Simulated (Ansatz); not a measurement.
The structure in question:

```
Al Ni
1.0
     3.51909    0.00000    0.00000
     0.00000    3.51909    0.00000
     0.00000    0.00000   13.55728
Al Ni
3 9
Direct
  0.00000 0.00000 0.19467
  0.00000 0.00000 0.45424
  0.00000 0.00000 0.71381
  0.50000 0.50000 0.71381
  0.50000 0.50000 0.19467
  0.50000 0.50000 0.45424
  0.00000 0.50000 0.06488
  0.00000 0.50000 0.32445
  0.00000 0.50000 0.58402
  0.50000 0.00000 0.06488
  0.50000 0.00000 0.32445
  0.50000 0.00000 0.58402
```

### Interpret the file: composition, symmetry and coordination.

The structure is one of AlNi₃. The lattice is primitive tetragonal and the space group P4mm (No. 99). Atoms per cell: 12 (3 Al, 9 Ni). Al takes three kinds of site: 1a with twelve Ni in a cuboctahedral arrangement at 2.49 Å; 1a with twelve Ni in a cuboctahedral arrangement at 2.49 Å; 1a with eight Ni at 2.49 Å. Counting atoms within bonding range gives coordination numbers of Ni 8 to 12 (mean 10.7). The bonds build AlNi3 layers parallel to (001).

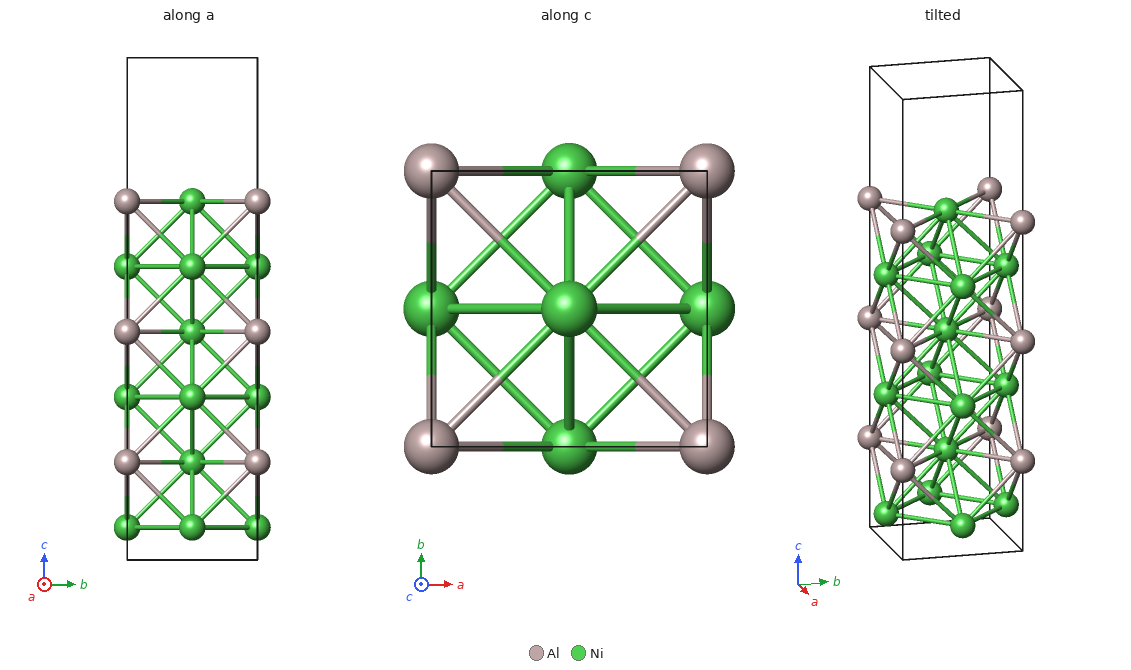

The crystal in a ball-and-stick representation, seen along the a axis, along the c axis and slightly off an axis. The frame is the conventional unit cell; atoms at its boundary are shown with their periodic copies.

It goes back to a structure listed in the Materials Project. The cell was then strained or its atoms displaced on purpose. Ansatz was used for an electronic-structure calculation on it.
